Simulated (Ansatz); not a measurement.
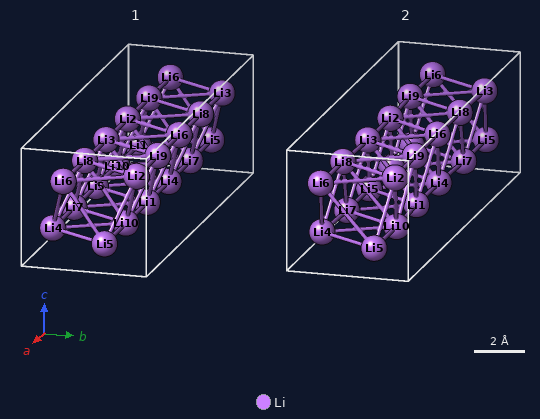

Two geometries of a crystal of Li (a generated structure, set up in Cmcm), drawn at one scale. One is the start of a relaxation, the other its converged end. A ball-and-stick model of the conventional cell (2 times the calculation's cell), seen from a free direction. Lengths and directions refer to the drawn axes.

Theory: DFT PBE, scalar-relativistic, plane waves, PAW (Ansatz). Settings: plane-wave cutoff 420 eV; k-point mesh 8 × 8 × 8; occupations gaussian; smearing width 0.1 eV; no spin polarisation; cell and atoms relaxed; force threshold 0.01 eV/Å; at most 80 steps.

### Which one is relaxed?

Structure 1 is the relaxed one. The largest moves relative to the cell, 0.29 Å, are those of Li5, Li6, Li7, Li8, Li9 and Li10. Li7 goes along −b. The volume changes by −3.9 %, with a 15.930 → 15.239 Å (−4.3 %), b 5.158 → 5.300 Å (+2.7 %), c 5.125 → 5.009 Å (−2.3 %). Among the contacts that change: Li5–Li6 3.423 → 3.056 Å, Li1–Li3 3.290 → 3.056 Å, Li1–Li10 3.188 → 3.048 Å, Li1–Li5 2.944 → 3.057 Å. The space group stays Cmcm (No. 63). The energy falls by 67.2 meV per cell of the calculation in 8 accepted moves (11 points after the start). The largest force component goes from 0.13 to 0.00077 eV/Å. Pressure: −0.48 GPa at the start and 0.00 GPa at the end. The line search rejected the trial steps at points 3, 9 of the run. At 1 point the geometry stayed and the basis and grid were re-selected for the new cell (energy shift of 0.1 meV per cell of the calculation at most each time). The run took 5.6 min on 1 thread of Arm Neoverse V2, on a shared host, peak memory 0.71 GiB.
